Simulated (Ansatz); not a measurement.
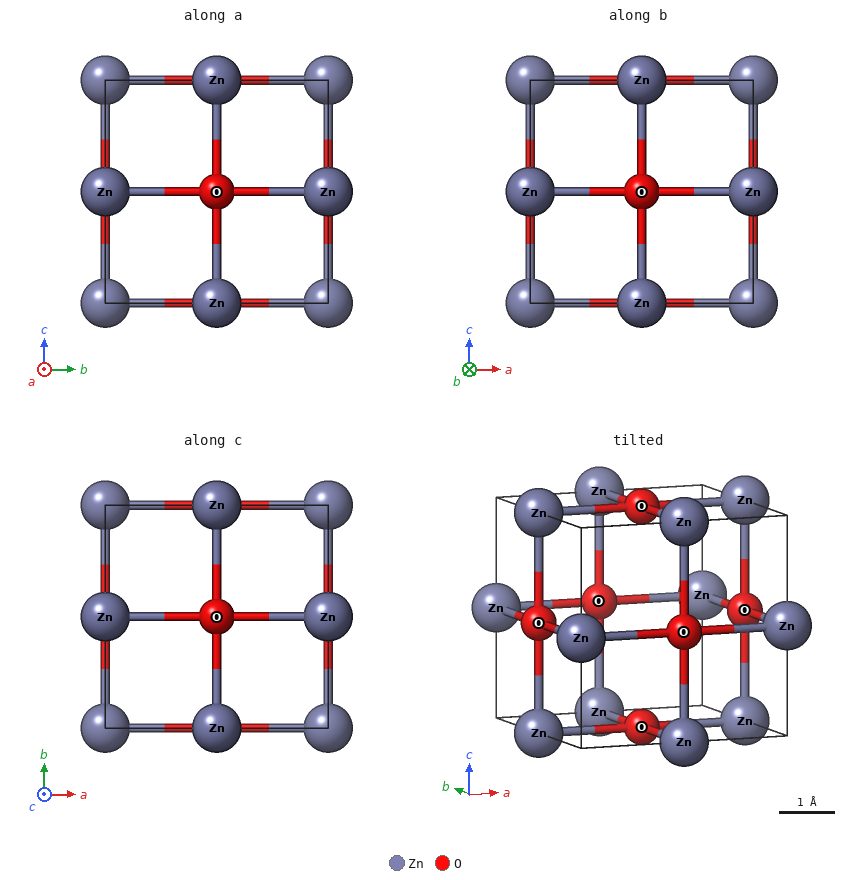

The image is a ball-and-stick drawing of a crystal, viewed along the a axis, along the b axis, along the c axis and slightly off an axis. The lines enclose the conventional unit cell; boundary atoms appear with their images.

Lattice parameters: a = 4.107 Å, b = 4.107 Å, c = 4.107 Å, α = 90.00°, β = 90.00°, γ = 90.00°. Put a along x and b in the xy plane.

Set out the cell and atoms as a POSCAR file.

Answer.
```
Zn O
1.0
     4.107    0.000    0.000
     0.000    4.107    0.000
     0.000    0.000    4.107
Zn O
3 3
Direct
  0.5000 0.0000 0.0000
  0.0000 0.5000 0.0000
  0.0000 0.0000 0.5000
  0.0000 0.5000 0.5000
  0.5000 0.0000 0.5000
  0.5000 0.5000 0.0000
```

Provenance: a random cell made by a generator, so it need not be a real form of the compound. The structure drawn was relaxed with DFT PBE, scalar-relativistic, plane waves, PAW (Ansatz).
